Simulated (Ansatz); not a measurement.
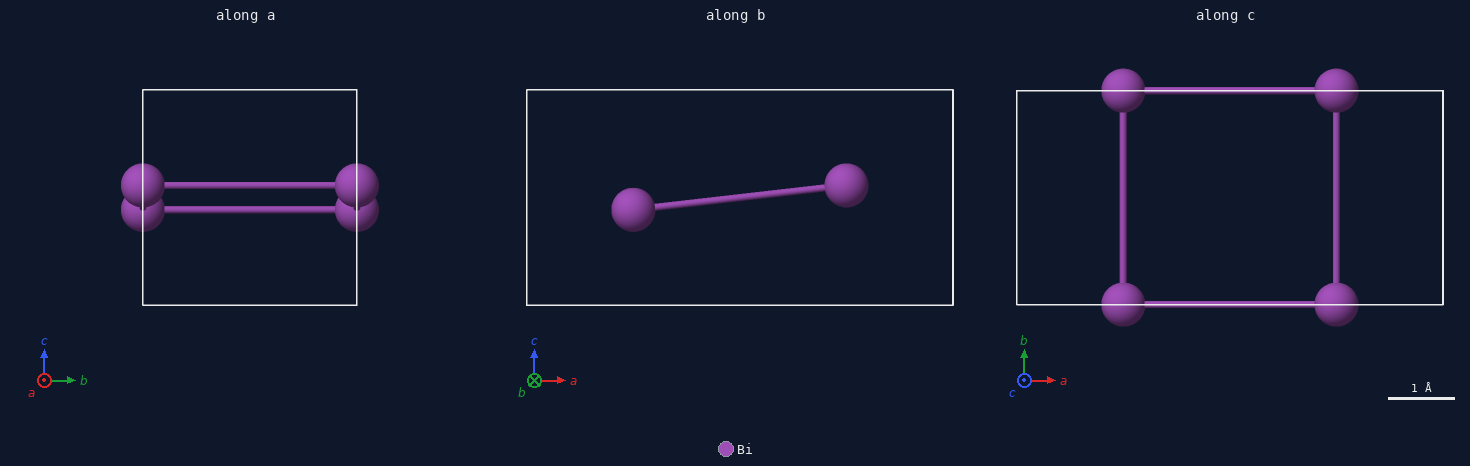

Ball-and-stick representation of a periodic structure, projected along the a axis, along the b axis and along the c axis. The conventional unit cell is outlined; an atom on or near a face, edge or corner is repeated at each equivalent position.

Lattice parameters: a = 6.514 Å, b = 3.269 Å, c = 3.290 Å, α = 90.00°, β = 90.00°, γ = 90.00°.

Give the atomic positions as a table of Wyckoff sites, with free fractional coordinates to two decimals.

Answer. Space group Pmma (No. 51).
| atom | site | x | y | z |
| --- | --- | --- | --- | --- |
| Bi | 2e | 0.25 | 0.00 | 0.44 |

Origin of the cell: a random cell made by a generator, so it need not be a real form of the element. Earlier steps of the study may have refined or changed the cell and positions. A calculation with Ansatz used it as input.
